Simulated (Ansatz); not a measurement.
**Al15GaAs16 (cell with a defect): density, localisation and related maps**

Input

```
crystal:
  lattice:
    - [-5.727912321, -5.727912321, 5.727912321]
    - [5.727912321, 5.727912321, 5.727912321]
    - [-5.727912321, 5.727912321, -5.727912321]
  atoms:
    - { symbol: Ga, position: [0.7417961145, 0.5000208539, 0.749755514] }
    - { symbol: Al, position: [0.0, 0.5, 0.5] }
    - { symbol: Al, position: [0.75, 0.75, 0.5] }
    - { symbol: Al, position: [0.25, 0.5, 0.25] }
    - { symbol: Al, position: [0.0, 0.75, 0.25] }
    - { symbol: Al, position: [0.75, 0.0, 0.25] }
    - { symbol: Al, position: [0.5, 0.5, 0.0] }
    - { symbol: Al, position: [0.25, 0.75, 0.0] }
    - { symbol: Al, position: [0.0, 0.0, 0.0] }
    - { symbol: Al, position: [0.75, 0.25, 0.0] }
    - { symbol: Al, position: [0.5, 0.75, 0.75] }
    - { symbol: Al, position: [0.25, 0.0, 0.75] }
    - { symbol: Al, position: [0.0, 0.25, 0.75] }
    - { symbol: Al, position: [0.5, 0.0, 0.5] }
    - { symbol: Al, position: [0.25, 0.25, 0.5] }
    - { symbol: Al, position: [0.5, 0.25, 0.25] }
    - { symbol: As, position: [-8.91508e-05, 0.7510243234, 0.0021565938] }
    - { symbol: As, position: [0.25, 0.75, 0.75] }
    - { symbol: As, position: [0.0, 0.0, 0.75] }
    - { symbol: As, position: [0.5, 0.75, 0.5] }
    - { symbol: As, position: [0.25, 0.0, 0.5] }
    - { symbol: As, position: [0.0, 0.25, 0.5] }
    - { symbol: As, position: [0.75, 0.75, 0.25] }
    - { symbol: As, position: [0.5, 0.0, 0.25] }
    - { symbol: As, position: [0.25, 0.25, 0.25] }
    - { symbol: As, position: [0.0, 0.5, 0.25] }
    - { symbol: As, position: [0.75, 0.0, 0.0] }
    - { symbol: As, position: [0.5, 0.25, 0.0] }
    - { symbol: As, position: [0.25, 0.5, 0.0] }
    - { symbol: As, position: [0.7477020026, 0.2523297306, 0.7502073203] }
    - { symbol: As, position: [0.5033078733, 0.5138921708, 0.7549797447] }
    - { symbol: As, position: [0.7548148209, 0.4999180194, 0.498730558] }
  host:
    lattice:
      - [0.0, 2.8639561605, 2.8639561605]
      - [2.8639561605, 0.0, 2.8639561605]
      - [2.8639561605, 2.8639561605, 0.0]
    atoms:
      - { symbol: Al, position: [0.0, 0.0, 0.0] }
      - { symbol: As, position: [0.75, 0.75, 0.75] }
basis:
  ecutwfc: 420
  xc_grid: 2
kpoints:
  mp_grid: { grid: [2, 2, 2], shift: [0.5, 0.5, 0.5] }
hamiltonian:
  xc: pbe
scf:
  occupations: { method: gaussian, width: 0.01 }
output:
  forces: true
  stress: false
  eigenvalues: true
  charged_corrections:
    defect_position: [0.75, 0.5, 0.75]
    epsilon: [[11.5641, 0.0, 0.0], [0.0, 11.5641, 0.0], [0.0, 0.0, 11.5641]]
  write_density: true
  write_potential: true
  elf: true
  volumetric_format: npy
relax:
  adjacent_minimum: "off"
  f_tol: 0.025
  max_steps: 45
```

Command:

```sh
ansatz run input.yaml --threads 4 --pin off --max-ram 10240MiB --backend cpu --events-out ev --progress --plain --runs-dir out
```

The fields are those of the run's last geometry, not of the input's.

These are results of Ansatz, DFT PBE, scalar-relativistic, plane waves, PAW, not measurements.

The density is the valence pseudo-density of a PAW calculation; it isn't the true density close to the nuclei.

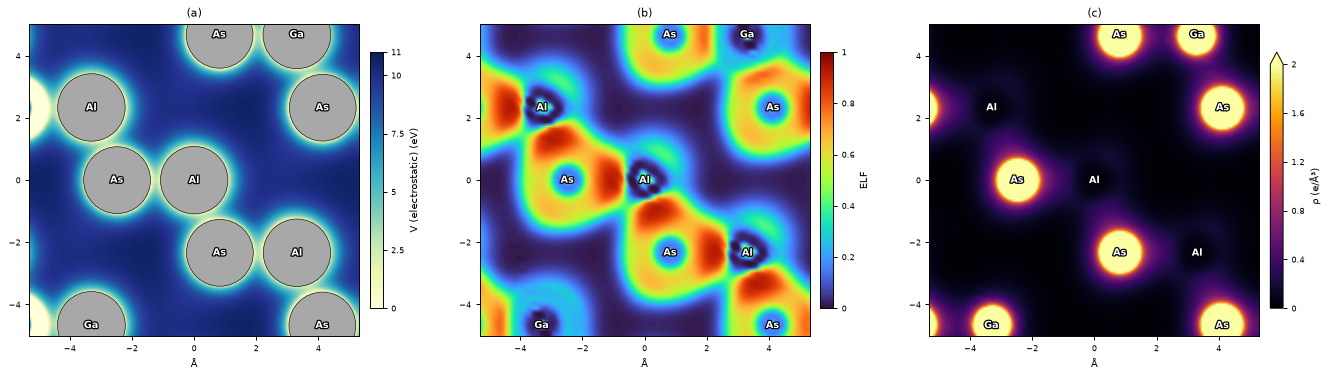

Figure 1. (a) electrostatic potential (local pseudopotential plus Hartree) felt by an electron; (b) electron localisation function; (c) valence electron density on the (100) plane of the calculation cell. Grey discs cover the atomic cores in the potential map.

**What do the fields say about this system?**

- Atoms in the plane: Ga, Al and As.
- Al–As (2.48 Å): the density is about 0.46 e/Å³ at the midpoint; the ELF peaks at about 0.90 between the atoms; a covalent bond.
- Ga–As (2.49 Å): ρ is about 0.45 e/Å³ halfway; the ELF peaks at about 0.80 between the atoms: a shared electron pair.
- The density dies away to nearly zero in the voids.
- The features right at Ga lie inside the PAW spheres, where the map follows smoothed inner orbitals and isn't to be read closely.
- Outside the cores the potential energy rises away from the atoms and is highest about 2.4 Å from the nearest atoms; its zero is arbitrary.

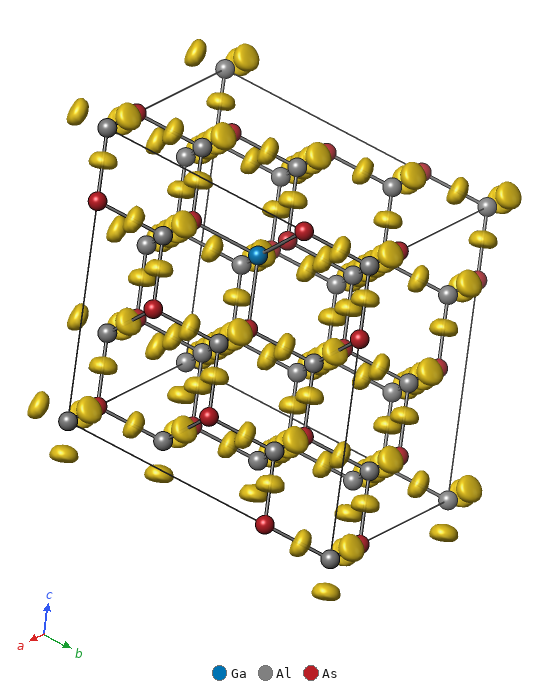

Figure 2. Isosurface of the ELF at 0.85 (yellow), seen slightly off an axis. Core shells and regions of very low density are left out. Sticks mark near contacts.

**Identify the bonds, lone pairs and shells in this picture.**

At this value the surface marks out 60 regions between bonded Al–As atoms (shared pairs), counted in one cell of 32 atoms. Any copies at cell faces, edges or corners count once.

**Does the calculation make it a metal, or give it a gap?**

It is gapped, with a Kohn–Sham gap of 2.2 eV on the k-point mesh, an upper bound to the gap of this method.
